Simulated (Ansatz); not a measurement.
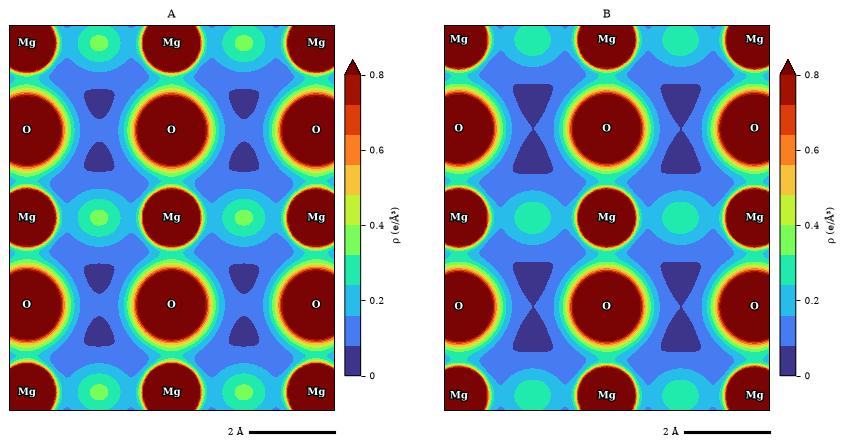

MgO. The valence pseudo-density of two cells that differ in size, on the (100) plane of each (indices in the axes of the calculation cell), at one length scale and on one colour scale: B has 11.4 Å³ an atom and A 10.7.

Method: DFT PBE, scalar-relativistic, plane waves, PAW in Ansatz 0.2.0.

Q: What does the compression do to the bonding and the properties?

A: From the larger cell to the smaller, Mg–O goes from 2.12 to 2.08 Å, and the density at its midpoint from 0.32 to 0.36 e/Å³; the pressure goes from 0.0 to 9 GPa; the Kohn–Sham gap goes from 3.3 eV to 3.6 eV.
